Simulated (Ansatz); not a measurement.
```
Cu Mn Al
1.0
     0.00000    2.73718    0.00000
    -2.73718    0.00000    0.00000
     1.36859   -1.36859    8.51894
Cu Mn Al
1 2 2
Direct
  0.00075 0.98955 0.97626
  0.39102 0.38118 0.77075
  0.81271 0.82618 0.62035
  0.21001 0.20246 0.43451
  0.57295 0.59494 0.17762
```

Space group P1; a structure from a database of computed crystals, not necessarily the ambient phase; changed on purpose from its base cell (atoms moved at random by about 0.05 A); not relaxed (largest force 0.7 eV/Å); the program warned that a starting moment wasn't kept; spin-polarised.

These are results of Ansatz 0.2.0, Kohn-Sham DFT of a periodic cell, PBEsol, Ansatz PAW, not measurements.

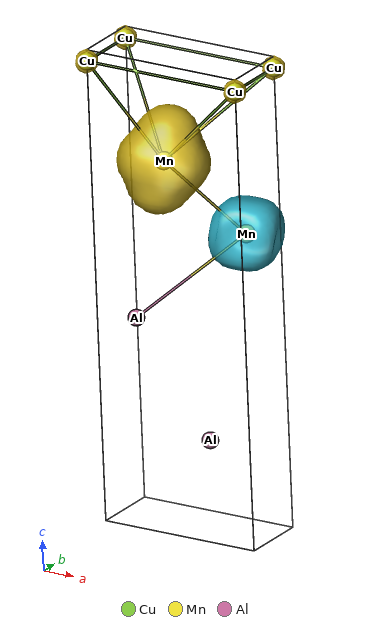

Mn2Al2Cu. Isosurfaces of the spin density (up minus down) at +0.1 (yellow) and −0.1 e/Å³ (cyan), seen slightly off an axis. Sticks mark near contacts.

In a PAW calculation such maps are meaningful between the atoms, not at the nuclei.

### Describe the spin distribution.

The spin density sits on Mn: +1.2 μB and −0.5 μB in one cell of 5 atoms: ferrimagnetic (opposed moments on unlike sites) in this solution. The cell of the calculation (5 atoms) carries 0.9 μB of net spin moment.
